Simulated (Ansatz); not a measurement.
# What a change does: single-point calculation on GaP

System: GaP (F-43m, 2 atoms in the cell).
Method of the first run: DFT, PBEsol, all-electron LAPW, scalar-relativistic, no spin polarisation (Ansatz 0.2.0).

Its volume is 0.94 times that of the source entry. Text and figures count atoms from 1; the logs count them from 0 in places.

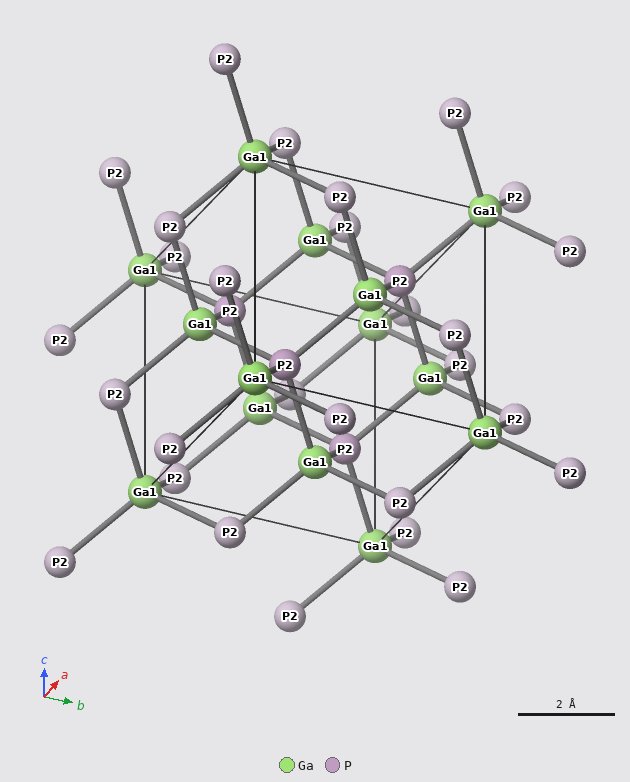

Figure 1. The input geometry (ball-and-stick view of the cell 4 times as large as that of the calculation, set on its symmetry axes, seen at an oblique angle; neighbours outside the cell are drawn fainter; atoms are numbered from 1 in the order of the input). An atom can appear more than once, as a periodic image. Near neighbours in the periodic cell (some may lie outside the picture): Ga has 4 P at 2.31 Å; P has 4 Ga at 2.31 Å.

**Input, the first run**
```yaml
crystal:
  lattice:
    - [0.0, 2.6636941769, 2.6636941769]
    - [2.6636941769, 0.0, 2.6636941769]
    - [2.6636941769, 2.6636941769, 0.0]
  atoms:
    - { symbol: Ga, position: [0.0, 0.0, 0.0] }
    - { symbol: P, position: [0.25, 0.25, 0.25] }
kpoints:
  mp_grid: { grid: [12, 12, 12] }
scf:
  occupations: { method: fermi_dirac, width: 0.05 }
hamiltonian:
  xc: pbesol
  pseudopotentials: { kind: all_electron, lapw: { basis_error: 0.001 } }
output:
  forces: true
  stress: true
  eigenvalues: true
  populations: true
```

Launched with:
```bash
ansatz run input.yaml --threads 1 --pin off --max-ram 2048MiB --backend cpu --events-out ev --progress --plain --runs-dir out
```

Hardware: 1 thread of Arm Neoverse V1, 112 GiB of memory available, shared host.

**Output, shortened to warnings, some set-up lines, iterations and results (the first run)**
```
Basis set: ecut = 295.80003308057303 eV, 411 PW (Γ), exchange–correlation at level 2
Symmetry: 24 space group operations
k-points: 72 of 1728 (time reversal used)
Initial density: superposition of atomic densities (chi_scale 0.1, normalization cell, long waves kept (reshape's long-wave potential 0.00 eV rms))
[...]
SCF iter   1: F=—  HF=-62154.475676 eV  |F-HF|=—  |Δ(HF+E_count)|=         —  Δρ=4.08e-2  dr2=8.07e-1  ethr=2.37e-3  ⟨swp⟩=2.0  Hψ=10296  notcnv=0
SCF iter   2: F=—  HF=-62154.204511 eV  |F-HF|=—  |Δ(HF+E_count)|=   2.71e-1  Δρ=1.57e-2  dr2=7.62e-2  ethr=2.25e-4  ⟨swp⟩=2.0  Hψ=7771  notcnv=0
SCF iter   3: F=—  HF=-62154.175075 eV  |F-HF|=—  |Δ(HF+E_count)|=   2.94e-2  Δρ=6.89e-3  dr2=1.31e-2  ethr=2.24e-4  ⟨swp⟩=2.0  Hψ=4392  notcnv=0
SCF iter   4: F=—  HF=-62154.168497 eV  |F-HF|=—  |Δ(HF+E_count)|=         —  Δρ=1.62e-3  dr2=7.22e-4  ethr=3.86e-5  ⟨swp⟩=2.0  Hψ=4109  notcnv=0
SCF iter   5: F=—  HF=-62154.167950 eV  |F-HF|=—  |Δ(HF+E_count)|=   5.47e-4  Δρ=2.64e-4  dr2=1.54e-5  ethr=2.12e-6  ⟨swp⟩=2.0  Hψ=4105  notcnv=0
SCF iter   6: F=—  HF=-62154.167957 eV  |F-HF|=—  |Δ(HF+E_count)|=   7.07e-6  Δρ=2.56e-5  dr2=1.63e-7  ethr=4.52e-8  ⟨swp⟩=3.0  Hψ=4330  notcnv=0
SCF iter   7: F=-62154.167957 eV  HF=-62154.167957 eV  |F-HF|=2.71e-9  |Δ(HF+E_count)|=   2.56e-7  Δρ=3.21e-6  dr2=3.16e-9  ethr=4.80e-10  ⟨swp⟩=3.0  Hψ=4393  notcnv=0
SCF 1 converged in 7 iterations: F = -62154.167957 eV  dr2 = 3.16e-9
SCF converged after 7 iterations
Free energy (F): -62154.167957 eV
Harris-Foulkes:  -62154.167957 eV  (|F-HF|=2.71e-9)
Internal energy: -62154.167957 eV  (E = F + TS)
E sigma→0 (E₀):  -62154.167957 eV
Entropy (-TS):   -0.000000 eV (-0.000 meV/atom)
Fermi energy:    10.100141 eV
--- Per-component energies (eV) ---
  E_band       = -1762.120899
  E_kinetic    = 63223.284825
  E_xc         = -2635.978479
  E_electrostatic = -122741.474303  (all electrons and nuclei)
  E_smearing   = -0.000000  (= −TS)
  E_closure    = 0.000000  (closes the sum)
  E_atoms      = -62144.310062  (free atoms, spherical and without spin; not in F)
  Σ components = -62154.167957   (vs F -62154.167957, Δ=0.00e0)
  Basis errors (estimates in eV, not in F): energy 4.3e-4 per atom: plane waves 4.0e-4 (2.3e-4 summed), levels above the bands 4.2e-62, relativity 1.2e-8, radial functions 3.3e-5, core shells 5.4e-11; eigenvalues (radial functions only) 1.0e-6; not estimated: angular momenta, meshes, grids; target …
--- Forces (eV/Å), atoms counted from 1 ---
  atom   1  Ga    -0.00000000     0.00000000     0.00000000
  atom   2  P      0.00000000    -0.00000000     0.00000000
  max |Σ_I F_I| component: 1.24e-17 eV/Å
--- Stress (GPa, compression-positive) ---
        6.015686      -0.000000      -0.000000
       -0.000000       6.015686       0.000000
       -0.000000       0.000000       6.015686
  P = ⅓ Tr σ = 6.0157 GPa (60.157 kbar)
--- Löwdin populations: 2 sites ---
  site symbol       q [e]
     0     Ga     30.9349
     1      P     15.0179
  spilling = 0.001025 (of n_electrons = 46.000000)
```

The input of the second run differs as follows (lines with − go, lines with + come):
```diff
-    - [0.0, 2.6636941769, 2.6636941769]
-    - [2.6636941769, 0.0, 2.6636941769]
-    - [2.6636941769, 2.6636941769, 0.0]
+    - [0.0, 2.6057693262, 2.6057693262]
+    - [2.6057693262, 0.0, 2.6057693262]
+    - [2.6057693262, 2.6057693262, 0.0]
```

What does this change do to the results?

With the same functional and potentials, the second run lies 75.0 meV per atom higher. The pressure goes from 6.02 to 14.36 GPa. The volume per atom goes from 18.90 to 17.69 Å³. The cell is scaled evenly with the atoms at fixed fractional positions, so −ΔP/Δ ln V estimates the bulk modulus midway between the two volumes: about 130 GPa. The number of SCF iterations is the same. The plane waves at Γ go from 411 to 459.

**Output, shortened to warnings, some set-up lines, iterations and results (the second run)**
```
Basis set: ecut = 313.7351669074526 eV, 459 PW (Γ), exchange–correlation at level 2
Symmetry: 24 space group operations
k-points: 72 of 1728 (time reversal used)
Initial density: superposition of atomic densities (chi_scale 0.1, normalization cell, long waves kept (reshape's long-wave potential 0.00 eV rms))
[...]
SCF iter   1: F=—  HF=-62154.356370 eV  |F-HF|=—  |Δ(HF+E_count)|=         —  Δρ=4.41e-2  dr2=8.60e-1  ethr=2.52e-3  ⟨swp⟩=2.0  Hψ=10283  notcnv=0
SCF iter   2: F=—  HF=-62154.057768 eV  |F-HF|=—  |Δ(HF+E_count)|=   2.99e-1  Δρ=1.67e-2  dr2=8.03e-2  ethr=2.37e-4  ⟨swp⟩=2.0  Hψ=7766  notcnv=0
SCF iter   3: F=—  HF=-62154.026224 eV  |F-HF|=—  |Δ(HF+E_count)|=   3.15e-2  Δρ=7.16e-3  dr2=1.28e-2  ethr=2.36e-4  ⟨swp⟩=2.0  Hψ=4385  notcnv=0
SCF iter   4: F=—  HF=-62154.018479 eV  |F-HF|=—  |Δ(HF+E_count)|=         —  Δρ=1.84e-3  dr2=8.38e-4  ethr=3.77e-5  ⟨swp⟩=2.0  Hψ=4105  notcnv=0
SCF iter   5: F=—  HF=-62154.018012 eV  |F-HF|=—  |Δ(HF+E_count)|=   4.67e-4  Δρ=2.95e-4  dr2=1.66e-5  ethr=2.47e-6  ⟨swp⟩=2.0  Hψ=4097  notcnv=0
SCF iter   6: F=—  HF=-62154.018020 eV  |F-HF|=—  |Δ(HF+E_count)|=   7.81e-6  Δρ=2.68e-5  dr2=1.66e-7  ethr=4.87e-8  ⟨swp⟩=3.0  Hψ=4292  notcnv=0
SCF iter   7: F=-62154.018021 eV  HF=-62154.018021 eV  |F-HF|=2.90e-9  |Δ(HF+E_count)|=   2.35e-7  Δρ=3.17e-6  dr2=2.49e-9  ethr=4.87e-10  ⟨swp⟩=3.0  Hψ=4381  notcnv=0
SCF 1 converged in 7 iterations: F = -62154.018021 eV  dr2 = 2.49e-9
SCF converged after 7 iterations
Free energy (F): -62154.018021 eV
Harris-Foulkes:  -62154.018021 eV  (|F-HF|=2.90e-9)
Internal energy: -62154.018020 eV  (E = F + TS)
E sigma→0 (E₀):  -62154.018020 eV
Entropy (-TS):   -0.000000 eV (-0.000 meV/atom)
Fermi energy:    11.058291 eV
--- Per-component energies (eV) ---
  E_band       = -1731.928934
  E_kinetic    = 63228.330405
  E_xc         = -2637.143332
  E_electrostatic = -122745.205093  (all electrons and nuclei)
  E_smearing   = -0.000000  (= −TS)
  E_closure    = 0.000000  (closes the sum)
  E_atoms      = -62144.310062  (free atoms, spherical and without spin; not in F)
  Σ components = -62154.018021   (vs F -62154.018021, Δ=0.00e0)
  Basis errors (estimates in eV, not in F): energy 4.4e-4 per atom: plane waves 4.0e-4 (2.4e-4 summed), levels above the bands 1.8e-63, relativity 1.3e-8, radial functions 3.5e-5, core shells 5.9e-11; eigenvalues (radial functions only) 1.2e-6; not estimated: angular momenta, meshes, grids; target …
--- Forces (eV/Å), atoms counted from 1 ---
  atom   1  Ga    -0.00000000     0.00000000     0.00000000
  atom   2  P      0.00000000    -0.00000000    -0.00000000
  max |Σ_I F_I| component: 2.14e-17 eV/Å
--- Stress (GPa, compression-positive) ---
       14.363146       0.000000      -0.000000
        0.000000      14.363146       0.000000
       -0.000000       0.000000      14.363146
  P = ⅓ Tr σ = 14.3631 GPa (143.631 kbar)
--- Löwdin populations: 2 sites ---
  site symbol       q [e]
     0     Ga     30.9442
     1      P     15.0065
  spilling = 0.001072 (of n_electrons = 46.000000)
```

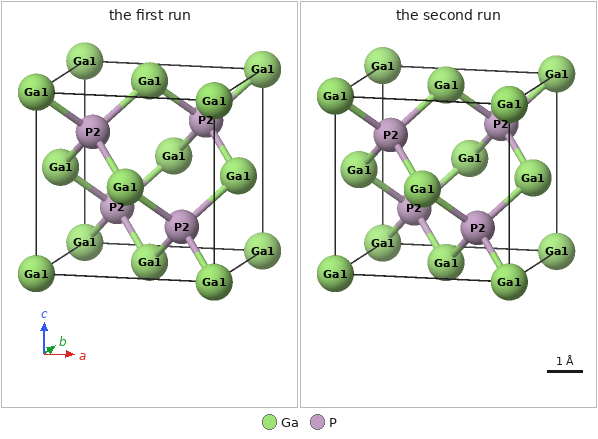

Figure 2. The two input geometries at one scale (ball-and-stick view of the cell 4 times as large as that of the calculation, set on its symmetry axes, seen slightly off an axis). No atom moves by more than 0.005 Å relative to the cell. The drawn cell changes as follows: a = b = c 5.327 → 5.212 Å (−2.2 %); the volume changes by −6.4 %. Among the contacts that change: Ga1–P2 2.307 → 2.257 Å.

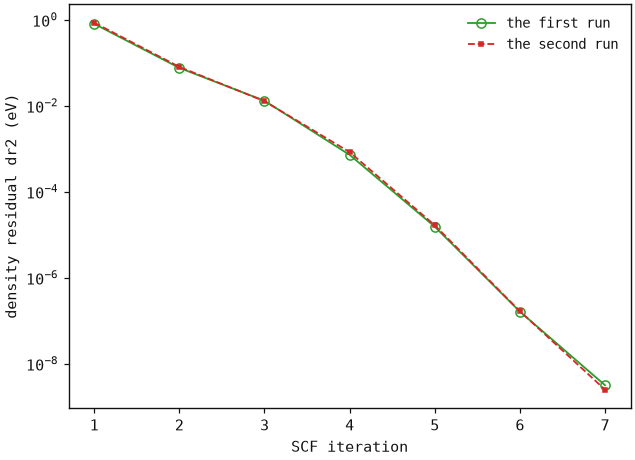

Figure 3. Convergence of the two runs: density residual dr2 against the SCF iteration. The first run takes 7 iterations in all, and the second run takes 7.

**The two runs side by side**

```csv
quantity,the first run,the second run
outcome,converged,converged
free energy per atom (eV),−31077.0840,−31077.0090
pressure (GPa),6.02,14.36
volume per atom (Å³),18.90,17.69
largest force (eV/Å),0.000,0.000
SCF iterations,7,7
irreducible k-points,72,72
plane waves at Γ,411,459
wall time (shared host),29 s,30 s
```

For the first run: The cell is under a pressure of 6.0 GPa at this level, so it is not at its equilibrium volume. For the second run: The cell is under a pressure of 14.4 GPa at this level, so it is not at its equilibrium volume.
